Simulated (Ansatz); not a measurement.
## Geometry relaxation, with input and output: Al8HO (part 2 of 2)

Al8HO (slab, 10 atoms in the cell); DFT PBEsol, scalar-relativistic, plane waves, PAW, no spin polarisation (Ansatz 0.2.0); cutoff 420 eV, 12×12×1 k-mesh, Gaussian smearing of 0.1 eV. The structure derives from a Materials Project entry. The input holds or restrains some coordinates. Forces given for the steps count only the free coordinates. It belongs to a series of runs on one base structure; here: OH put at a hollow Al-Al-Al site.

Geometry of the input (Å; fractional positions):
```
2.8363  0.0000  0.0000
-1.4181  2.4563  0.0000
0.0000  0.0000  36.1938
Al 0.3333  0.6667  0.2348
Al 0.0000  0.0000  0.2992
Al 0.6667  0.3333  0.3636
Al 0.0000  0.0000  0.4280
Al 0.3333  0.6667  0.4919
Al 0.0000  0.0000  0.5566
Al 0.6667  0.3333  0.6213
Al 0.0000  0.0000  0.6870
O  0.3333  0.6667  0.7124
H  0.4938  0.7710  0.7367
```

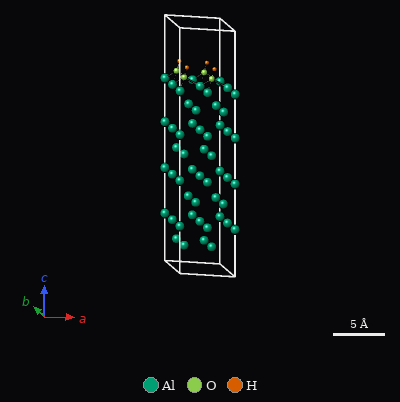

**Figure 1.** The geometry at step 2 of the log (ball-and-stick view of the 2 × 2 repeat of the cell, with the vacuum cut short, seen slightly off an axis).

The program's output, continued:
```
SCF iter   1: F=—  HF=-4772.894842 eV  |F-HF|=—  |Δ(HF+E_count)|=         —  Δρ=5.03e-3  dr2=4.89e-2  ethr=1.33e-4  p=0.050 e·Å  D=3.58e-2 V/Å  ΔV_dip=-1.30 eV  dr2_dipole=6.46e-3  V_vac-E_F(+/−)=2.86/4.16 eV  ⟨swp⟩=2.2  Hψ=9178  notcnv=0  defer=276
efield: sawtooth ramp at fractional position 0.9658 (handed on by an earlier solve), width 0.0400; the density the first Hamiltonian is built on has a dipole p = 0.050 e·Å; the dipole correction subtracts the counter field D = 3.58e-2 V/Å, which shifts the + side's vacuum level by -1.30 eV against the − side's; the planar-averaged density in the ramp window peaks in size at 2.9e-6 e/Å³
eigensolver tolerance schedule calibrated: the retry pair's looser diagonalisation under-reported the residual by θ = 0.16 (0.12/decade); ethr = c·dr2/N_el runs at the constant in force after the calibration composes with the one it found (an armed cap, an earlier calibration), c = 7.2e-2
preconditioner: auto → LDOS  [metal: Δε(μ)=0.002 eV  Ē_g=8.062 eV  σ=0.100 eV  W_gap=0.01  n_scr=22 (ndim 8)  ℏωp=12.6 eV  f_vac=0.384  D(μ)=4.30/eV (n_scr^D=20)  β→1.0]
SCF iter   2: F=—  HF=-4772.896395 eV  |F-HF|=—  |Δ(HF+E_count)|=   1.55e-3  Δρ=1.18e-3  dr2=6.72e-3  ethr=1.14e-4  p=0.050 e·Å  D=3.62e-2 V/Å  ΔV_dip=-1.31 eV  dr2_dipole=1.90e-4  V_vac-E_F(+/−)=2.83/4.14 eV  ⟨swp⟩=2.0  Hψ=2521  notcnv=0  defer=276
SCF iter   3: F=—  HF=-4772.895589 eV  |F-HF|=—  |Δ(HF+E_count)|=   8.06e-4  Δρ=3.26e-4  dr2=4.82e-4  ethr=1.57e-5  p=0.051 e·Å  D=3.63e-2 V/Å  ΔV_dip=-1.31 eV  dr2_dipole=3.18e-5  V_vac-E_F(+/−)=2.83/4.14 eV  ⟨swp⟩=2.1  Hψ=2675  notcnv=0  defer=276
SCF iter   4: F=—  HF=-4772.895591 eV  |F-HF|=—  |Δ(HF+E_count)|=   2.08e-6  Δρ=7.13e-5  dr2=2.83e-5  ethr=1.13e-6  p=0.051 e·Å  D=3.66e-2 V/Å  ΔV_dip=-1.32 eV  dr2_dipole=1.92e-6  V_vac-E_F(+/−)=2.82/4.14 eV  ⟨swp⟩=2.3  Hψ=2837  notcnv=0  defer=277
SCF iter   5: F=-4772.895590 eV  HF=-4772.895598 eV  |F-HF|=7.25e-6  |Δ(HF+E_count)|=   6.22e-6  Δρ=2.59e-5  dr2=6.95e-6  ethr=4.66e-8  p=0.051 e·Å  D=3.68e-2 V/Å  ΔV_dip=-1.33 eV  dr2_dipole=4.05e-6  V_vac-E_F(+/−)=2.81/4.14 eV  ⟨swp⟩=22.6  Hψ=22109  notcnv=0
SCF 4 converged in 5 iterations: F = -4772.895590 eV  dr2 = 6.95e-6
  Residual-converged pass: ⟨swp⟩=1.1  Hψ=2243  notcnv=0  max |occ|·‖R‖ = 7.0e-9 eV (tolerance 1.0e-8 eV)  dr2=6.95e-6  dr2_onsite=5.37e-8  max |Δocc| = 2.3e-10
  greatest PAW one-centre occupation: 0.866 electrons in one spin orbital (limit 2), on the O atom at site 8 (counted from 0), in its partial waves of l = 0
relax step   4: F+E_penalty+E_count = -4772.89559025 eV  Δ(F+E_penalty+E_count) = -2.925e-2 eV  max|allowed force component| = 1.251e-1 eV/Å  Δτ_max = 0.1380 Å  (5 SCF iters, dr2 threshold 1.99e-5 eV, accepted)
SCF iter   1: F=—  HF=-4772.897605 eV  |F-HF|=—  |Δ(HF+E_count)|=         —  Δρ=2.04e-3  dr2=2.54e-2  ethr=1.11e-4  p=0.051 e·Å  D=3.68e-2 V/Å  ΔV_dip=-1.33 eV  dr2_dipole=1.42e-2  V_vac-E_F(+/−)=2.81/4.14 eV  ⟨swp⟩=2.1  Hψ=4756  notcnv=0  defer=279
efield: sawtooth ramp at fractional position 0.9658 (handed on by an earlier solve), width 0.0400; the density the first Hamiltonian is built on has a dipole p = 0.051 e·Å; the dipole correction subtracts the counter field D = 3.68e-2 V/Å, which shifts the + side's vacuum level by -1.33 eV against the − side's; the planar-averaged density in the ramp window peaks in size at 3.4e-6 e/Å³
preconditioner: auto → LDOS  [metal: Δε(μ)=0.012 eV  Ē_g=8.059 eV  σ=0.100 eV  W_gap=0.07  n_scr=22 (ndim 8)  ℏωp=12.6 eV  f_vac=0.386  D(μ)=4.27/eV (n_scr^D=20)  β→1.0]
SCF iter   2: F=—  HF=-4772.896948 eV  |F-HF|=—  |Δ(HF+E_count)|=   6.57e-4  Δρ=6.62e-4  dr2=6.48e-3  ethr=8.20e-5  p=0.052 e·Å  D=3.76e-2 V/Å  ΔV_dip=-1.36 eV  dr2_dipole=3.77e-3  V_vac-E_F(+/−)=2.78/4.14 eV  ⟨swp⟩=2.0  Hψ=2832  notcnv=0  defer=279
SCF iter   3: F=—  HF=-4772.896373 eV  |F-HF|=—  |Δ(HF+E_count)|=   5.75e-4  Δρ=1.50e-4  dr2=1.73e-4  ethr=2.09e-5  p=0.052 e·Å  D=3.71e-2 V/Å  ΔV_dip=-1.34 eV  dr2_dipole=1.01e-4  V_vac-E_F(+/−)=2.80/4.14 eV  ⟨swp⟩=2.1  Hψ=2549  notcnv=0  defer=279
SCF iter   4: F=—  HF=-4772.896441 eV  |F-HF|=—  |Δ(HF+E_count)|=   6.76e-5  Δρ=8.89e-5  dr2=1.82e-4  ethr=5.57e-7  p=0.051 e·Å  D=3.68e-2 V/Å  ΔV_dip=-1.33 eV  dr2_dipole=1.35e-4  V_vac-E_F(+/−)=2.81/4.14 eV  ⟨swp⟩=2.0  Hψ=2489  notcnv=0  defer=279
SCF iter   5: F=—  HF=-4772.896430 eV  |F-HF|=—  |Δ(HF+E_count)|=   1.09e-5  Δρ=1.96e-5  dr2=4.60e-6  ethr=5.57e-7  p=0.051 e·Å  D=3.66e-2 V/Å  ΔV_dip=-1.33 eV  dr2_dipole=2.14e-6  V_vac-E_F(+/−)=2.82/4.14 eV  ⟨swp⟩=1.9  Hψ=1744  notcnv=0  defer=279
iter 6 did not close the SCF: its close was put off until two iterations running show no level that it waits for move by more than its bar (scf_convergence_deferred on its scf_iter line)
SCF iter   6: F=-4772.896429 eV  HF=-4772.896430 eV  |F-HF|=9.20e-7  |Δ(HF+E_count)|=   1.24e-7  Δρ=6.60e-6  dr2=6.71e-7  ethr=3.62e-9  p=0.051 e·Å  D=3.66e-2 V/Å  ΔV_dip=-1.32 eV  dr2_dipole=4.00e-7  V_vac-E_F(+/−)=2.82/4.14 eV  ⟨swp⟩=20.2  Hψ=19042  notcnv=0
iter 7 did not close the SCF: its close was put off until two iterations running show no level that it waits for move by more than its bar (scf_convergence_deferred on its scf_iter line)
SCF iter   7: F=-4772.896430 eV  HF=-4772.896430 eV  |F-HF|=1.85e-9  |Δ(HF+E_count)|=   3.28e-9  Δρ=3.32e-6  dr2=2.46e-8  ethr=2.17e-9  p=0.051 e·Å  D=3.65e-2 V/Å  ΔV_dip=-1.32 eV  dr2_dipole=1.12e-9  V_vac-E_F(+/−)=2.82/4.14 eV  ⟨swp⟩=10.4  Hψ=13348  notcnv=0
SCF iter   8: F=-4772.896430 eV  HF=-4772.896430 eV  |F-HF|=5.61e-9  |Δ(HF+E_count)|=   7.64e-9  Δρ=5.87e-7  dr2=8.90e-9  ethr=7.93e-11  p=0.051 e·Å  D=3.65e-2 V/Å  ΔV_dip=-1.32 eV  dr2_dipole=1.54e-9  V_vac-E_F(+/−)=2.82/4.14 eV  ⟨swp⟩=9.2  Hψ=12367  notcnv=0
SCF 5 converged in 8 iterations: F = -4772.896430 eV  dr2 = 8.90e-9
relax step   5: F+E_penalty+E_count = -4772.89642983 eV  Δ(F+E_penalty+E_count) = -8.396e-4 eV  max|allowed force component| = 1.448e-2 eV/Å  Δτ_max = 0.0322 Å  (8 SCF iters, dr2 threshold 1.12e-6 eV, accepted)
iter 1 solved again at ethr=7.12e-11 eV; its pass at ethr=3.10e-3 eV (dr2=2.21e-8 eV) is discarded
SCF iter   1: F=—  HF=-4772.896401 eV  |F-HF|=—  |Δ(HF+E_count)|=         —  Δρ=1.41e-6  dr2=2.29e-8  ethr=7.12e-11  p=0.051 e·Å  D=3.65e-2 V/Å  ΔV_dip=-1.32 eV  dr2_dipole=8.22e-9  V_vac-E_F(+/−)=2.82/4.14 eV  ⟨swp⟩=1.0  Hψ=5624  notcnv=0
efield: sawtooth ramp at fractional position 0.9658 (handed on by an earlier solve), width 0.0400; the density the first Hamiltonian is built on has a dipole p = 0.051 e·Å; the dipole correction subtracts the counter field D = 3.65e-2 V/Å, which shifts the + side's vacuum level by -1.32 eV against the − side's; the planar-averaged density in the ramp window peaks in size at 3.4e-6 e/Å³
preconditioner: auto → LDOS  [metal: Δε(μ)=0.000 eV  Ē_g=8.070 eV  σ=0.100 eV  W_gap=0.00  n_scr=22 (ndim 8)  ℏωp=12.6 eV  f_vac=0.385  D(μ)=4.38/eV (n_scr^D=20)  β→1.0]
SCF iter   2: F=-4772.896430 eV  HF=-4772.896430 eV  |F-HF|=9.76e-9  |Δ(HF+E_count)|=   2.91e-5  Δρ=1.56e-6  dr2=1.44e-8  ethr=7.12e-11  p=0.051 e·Å  D=3.65e-2 V/Å  ΔV_dip=-1.32 eV  dr2_dipole=1.65e-9  V_vac-E_F(+/−)=2.82/4.14 eV  ⟨swp⟩=11.3  Hψ=14092  notcnv=0
SCF 6 converged in 2 iterations: F = -4772.896430 eV  dr2 = 1.44e-8
relax step   6: F+E_penalty+E_count = -4772.89642983 eV  Δ(F+E_penalty+E_count) = +1.517e-9 eV  max|allowed force component| = 1.447e-2 eV/Å  Δτ_max = 0.0000 Å  (2 SCF iters, accepted)
WARN: The output density's exchange-correlation potential varies sharply where the density is thin. Do not read a vacuum level from v_tot or v_xc, or from such a field of the output density. On a cell that repeats whose density bears no net charge and no dipole along the vacuum's axis use v_es (v_loc + v_h of the components); under efield.dipole_correction with no amplitude use v_es + v_field, which holds any external_charges[].barrier, or the levels of the report's work_function block, which leave it out; under a non-zero efield.amplitude the vacuum is tilted and has no level; on a cell that repeats and bears such a dipole with no correction it is tilted too, and efield.dipole_correction with no amplitude gives each side of its ramp a level where efield: is served; in a cell that repeats whose density bears a net charge (total_charge, or a fill off its count) it is curved and has none; of a slab under crystal.periodic whose density bears no net charge use v_es, which has a level on each side, short of where the two are joined; of another it falls or rises all the way out and has none; of a slab beside external_charges read slab_vacuum_level instead, which it has where they leave it neutral. The grid or the basis barely resolves most such structure, and the values can differ between equally converged runs; as a rule a tighter scf.convergence.dr2_threshold does not remove it. Where the density itself ripples (under the LDA too) a higher basis.ecutwfc lessens it. The files hold the spikes' plane waves up to the density's cutoff. Files: v_tot_of_output_density and the like, and their columns of v_z.tsv (output.write_potential); v_xc_of_output_density and the like, and their columns of v_comp_z.tsv (output.write_potential_components). Measured: with its Gaussian average of σ = 0.25 Å subtracted twice, the exchange-correlation potential is over 0.1 eV at 2 of the grid points where the equally averaged density (valence and model cores) is under 1e-3 e/Å³, and 0.105 eV at the most among them, at an averaged density of 2.3e-8 e/Å³. See output.write_potential in the manual, Limitations
SCF converged after 2 iterations
Free energy (F): -4772.896430 eV
Harris-Foulkes:  -4772.896430 eV  (|F-HF|=9.76e-9)
Internal energy: -4772.874542 eV  (E = F + TS)
E sigma→0 (E₀):  -4772.885486 eV
Entropy (-TS):   -0.021888 eV (-2.189 meV/atom)
Fermi energy:    3.059043 eV
Dipole field:    D = 0.036474 V/Å  (p = 0.050826 e·Å, saw-weighted, corrected)
Work function:   Φ+ = 2.8217 eV   Φ− = 4.1418 eV
Levels:          The Fermi level and band energies are counted from a zero that moves with the ramp; work functions are not
--- Per-component energies (eV) ---
  E_band       = -102.190926
  E_kinetic    = 375.253603
  E_local      = -14174.540747  (includes V_loc(G=0)·N_el)
  E_nonlocal   = 132.847062
  E_hartree    = 6984.992113
  E_xc         = -397.180937
  E_vxc        = -338.593945  (∫ρ·V_xc dr)
  E_paw        = -3791.047646  (= ΣΔE_a)
  E_vpaw       = -65.844657  (= ΣTr[D̂ρ^β])
  E_aug_tail   = 0.001309  (compensation charges beyond the density's cutoff)
  E_efield     = 0.000927  (sawtooth field / dipole correction)
  E_vefield    = -1.293878  (∫n·V_field dr)
  E_ewald      = 6096.611374
  E_core_change = 0.188400  (= ΣΔE_core)
  E_smearing   = -0.021888  (= −TS)
  E_closure    = -0.000000  (closes the sum)
  Σ components = -4772.896430   (vs F -4772.896430, Δ=0.00e0)
--- Forces (eV/Å), atoms counted from 1 ---
  atom   1  Al    -0.00000411     0.00000826     0.00207857
  atom   2  Al     0.00042387     0.00037285     0.03946617
  atom   3  Al    -0.00040037    -0.00032495    -0.05705403
  atom   4  Al     0.00540817     0.00460221     0.02341680
  atom   5  Al    -0.00049945    -0.00062961    -0.00811505
  atom   6  Al    -0.00031568    -0.00009772     0.00584924
  atom   7  Al    -0.00106253    -0.00080869     0.00290900
  atom   8  Al    -0.00080088    -0.00045700    -0.00854315
  atom   9  O     -0.00112154    -0.00118868    -0.01446866
  atom  10  H     -0.00161998    -0.00147155     0.01442225
  max |Σ_I F_I| component: 3.89e-5 eV/Å
--- Band table (eV; the first three rows and the last of 74) ---
  k-point 0: bands = ["-20.5067", "-9.4977", "-8.0362", "-7.6819", "-7.1509", "-6.4040", "-5.4748", "-4.3374", "-3.0294", "-2.5189", "-2.5149", "-1.5485", "0.0530", "1.6073", "2.6313", "3.8269", "5.1898", "5.7879", "6.4381", "7.1156", "7.2886", "8.2394", "8.6709", "9.5613", "10.4573", "11.3686"]
  k-point 1: bands = ["-20.4519", "-9.4095", "-7.8677", "-7.5160", "-6.9883", "-6.2434", "-5.3168", "-4.1846", "-2.9917", "-2.7468", "-2.5748", "-1.3763", "0.2271", "1.7946", "2.7918", "3.9675", "5.3781", "5.9368", "6.6325", "7.2655", "7.4815", "8.4209", "8.8052", "9.6994", "10.5496", "11.2157"]
  k-point 2: bands = ["-20.2982", "-9.1620", "-7.3630", "-7.0193", "-6.5015", "-5.7645", "-4.8530", "-3.8913", "-3.5381", "-2.7254", "-2.3586", "-0.8933", "0.7142", "2.3060", "3.2435", "4.3695", "5.8801", "6.3694", "7.1567", "7.6620", "7.9239", "8.3131", "8.4285", "8.7304", "8.9645", "9.2372"]
  k-point 73: bands = ["-19.5939", "-7.9012", "-6.6646", "-3.2909", "-2.1364", "-2.0339", "-1.8558", "-1.7420", "-1.4190", "-1.2902", "-0.7497", "-0.5315", "0.2774", "0.3696", "1.0949", "1.7723", "2.7024", "2.7164", "4.0732", "4.2299", "5.4967", "5.6669", "6.8224", "7.0955", "7.7508", "8.2974"]
--- Relaxed structure (6 steps of the walk, 6 accepted, 0 SCFs on fresh bases) ---
  F+E_penalty+E_count = -4772.89642983 eV   max|allowed force component| = 1.447e-2 eV/Å
  atoms:
    - { symbol: Al, position: [0.3333333333, 0.6666666667000001, 0.23484710179999999] }
    - { symbol: Al, position: [0.0, 0.0, 0.29923768359999997] }
    - { symbol: Al, position: [0.6666666667000001, 0.33333333330000003, 0.3636282653] }
    - { symbol: Al, position: [0.0, 0.0, 0.4280188471] }
    - { symbol: Al, position: [0.3403557123971666, 0.6713268700575403, 0.4916219981253474] }
    - { symbol: Al, position: [0.015058292852581895, 0.009720805926399807, 0.5558983343131385] }
    - { symbol: Al, position: [0.6886573075075431, 0.34749466641735666, 0.6202496662126765] }
    - { symbol: Al, position: [0.024715542326962416, 0.015950030646566457, 0.6806572021486675] }
    - { symbol: O, position: [0.35874158988617466, 0.6831092067213916, 0.7130168809946003] }
    - { symbol: H, position: [0.3596166883212308, 0.6837098223387309, 0.7405855628456559] }
```

Trajectory as extended XYZ (Å, eV, eV/Å), 6 frames, from step=1 to step=6:
```
10
Lattice="2.8363 0.0000 0.0000 -1.4181 2.4563 0.0000 0.0000 0.0000 36.1938" Properties=species:S:1:pos:R:3:forces:R:3 step=1 energy=-4772.19173
Al    0.0000    1.6375    8.5000   -0.0002  -0.0002  -0.0078
Al    0.0000    0.0000   10.8305    0.0010   0.0002   0.0186
Al    1.4181    0.8188   13.1611   -0.0023  -0.0014  -0.0229
Al    0.0000    0.0000   15.4916   -0.0010  -0.0005   0.0011
Al    0.0000    1.6375   17.8037   -0.0032  -0.0023   0.0309
Al    0.0000    0.0000   20.1443   -0.0014   0.0010  -0.0098
Al    1.4181    0.8188   22.4875    0.0337   0.0219   0.5689
Al    0.0000    0.0000   24.8655    0.1837   0.0391  -4.0591
O     0.0000    1.6375   25.7855   -0.2319  -0.0917   0.8672
H     0.3072    1.8937   26.6655    0.0218   0.0341   2.6136
10
Lattice="2.8363 0.0000 0.0000 -1.4181 2.4563 0.0000 0.0000 0.0000 36.1938" Properties=species:S:1:pos:R:3:forces:R:3 step=2 energy=-4772.65339
Al    0.0000    1.6375    8.5000   -0.0002  -0.0002   0.0033
Al    0.0000    0.0000   10.8305    0.0004   0.0001   0.0461
Al    1.4181    0.8188   13.1611   -0.0016  -0.0010  -0.0578
Al    0.0000    0.0000   15.4916   -0.0004  -0.0002   0.1170
Al    0.0027    1.6398   17.8321    0.0022   0.0015  -0.0251
Al    0.0122    0.0096   20.1951    0.0036   0.0029   0.0429
Al    1.4493    0.8401   22.5767   -0.0017   0.0009  -0.5399
Al    0.0161    0.0117   24.6742    0.0230  -0.0340  -1.5437
O     0.0084    1.6443   25.6925    0.3361   0.3393   1.5201
H     0.2380    1.8428   26.6548   -0.3615  -0.3095   0.4398
10
Lattice="2.8363 0.0000 0.0000 -1.4181 2.4563 0.0000 0.0000 0.0000 36.1938" Properties=species:S:1:pos:R:3:forces:R:3 step=3 energy=-4772.86635
Al    0.0000    1.6375    8.5000    0.0001   0.0001   0.0023
Al    0.0000    0.0000   10.8305   -0.0001   0.0000   0.0344
Al    1.4181    0.8188   13.1611   -0.0009  -0.0007  -0.0571
Al    0.0000    0.0000   15.4916    0.0021   0.0019   0.0735
Al    0.0076    1.6437   17.8128    0.0012   0.0007  -0.0228
Al    0.0222    0.0174   20.1515    0.0030   0.0020   0.0201
Al    1.4574    0.8488   22.5017   -0.0002   0.0053   0.0463
Al    0.0356    0.0327   24.7112   -0.0105  -0.0388  -0.4448
O     0.0350    1.6667   25.8623    0.1339   0.1381  -0.1189
H     0.1739    1.7830   26.8345   -0.1286  -0.1084   0.4669
10
Lattice="2.8363 0.0000 0.0000 -1.4181 2.4563 0.0000 0.0000 0.0000 36.1938" Properties=species:S:1:pos:R:3:forces:R:3 step=4 energy=-4772.89559
Al    0.0000    1.6375    8.5000    0.0000   0.0000   0.0031
Al    0.0000    0.0000   10.8305    0.0004   0.0004   0.0375
Al    1.4181    0.8188   13.1611   -0.0006  -0.0005  -0.0560
Al    0.0000    0.0000   15.4916    0.0049   0.0039   0.0223
Al    0.0130    1.6481   17.7934    0.0014   0.0016   0.0136
Al    0.0327    0.0268   20.1276   -0.0005  -0.0002  -0.0117
Al    1.4672    0.8595   22.4579   -0.0005  -0.0008   0.0061
Al    0.0554    0.0461   24.6471    0.0000   0.0002   0.0798
O     0.0585    1.6864   25.8261    0.0066   0.0058   0.0307
H     0.0680    1.6947   26.8268   -0.0115  -0.0101  -0.1251
10
Lattice="2.8363 0.0000 0.0000 -1.4181 2.4563 0.0000 0.0000 0.0000 36.1938" Properties=species:S:1:pos:R:3:forces:R:3 step=5 energy=-4772.89643
Al    0.0000    1.6375    8.5000    0.0000   0.0000   0.0021
Al    0.0000    0.0000   10.8305    0.0004   0.0004   0.0394
Al    1.4181    0.8188   13.1611   -0.0004  -0.0003  -0.0570
Al    0.0000    0.0000   15.4916    0.0054   0.0046   0.0234
Al    0.0133    1.6490   17.7936   -0.0005  -0.0006  -0.0081
Al    0.0289    0.0239   20.1201   -0.0003  -0.0001   0.0059
Al    1.4604    0.8535   22.4492   -0.0011  -0.0008   0.0028
Al    0.0475    0.0392   24.6355   -0.0008  -0.0005  -0.0085
O     0.0487    1.6779   25.8068   -0.0011  -0.0012  -0.0145
H     0.0504    1.6794   26.8046   -0.0016  -0.0015   0.0144
10
Lattice="2.8363 0.0000 0.0000 -1.4181 2.4563 0.0000 0.0000 0.0000 36.1938" Properties=species:S:1:pos:R:3:forces:R:3 step=6 energy=-4772.89643
Al    0.0000    1.6375    8.5000    0.0000   0.0000   0.0021
Al    0.0000    0.0000   10.8305    0.0004   0.0004   0.0395
Al    1.4181    0.8188   13.1611   -0.0004  -0.0003  -0.0571
Al    0.0000    0.0000   15.4916    0.0054   0.0046   0.0234
Al    0.0133    1.6490   17.7936   -0.0005  -0.0006  -0.0081
Al    0.0289    0.0239   20.1201   -0.0003  -0.0001   0.0058
Al    1.4604    0.8535   22.4492   -0.0011  -0.0008   0.0029
Al    0.0475    0.0392   24.6355   -0.0008  -0.0005  -0.0085
O     0.0487    1.6779   25.8068   -0.0011  -0.0012  -0.0145
H     0.0504    1.6794   26.8046   -0.0016  -0.0015   0.0144
```

Summary:

```csv
quantity,value
outcome,converged under the restraints of the input
electrons treated,31
free energy,−4772.8964 eV
"work function, top face",2.82 eV
"work function, bottom face",4.14 eV
Fermi energy,3.059 eV
gap on the k-point mesh,none (metallic)
final volume,252.15 Å³
work function (upper face),2.82 eV
"largest force (length of the vector) at the end, held atoms and coordinates included",0.057 eV/Å
hardware,"2 threads of Intel Xeon @ 2.70GHz, 189 GiB of memory available, shared host"
wall time,3.2 min (CPU time 6.3 min)
peak memory,0.77 GiB
```

Remarks:

Warnings of the run: the exchange-correlation potential is rough where the density is thin. The cell holds an odd number of electrons but the run has no spin polarisation, so a band is left half filled.
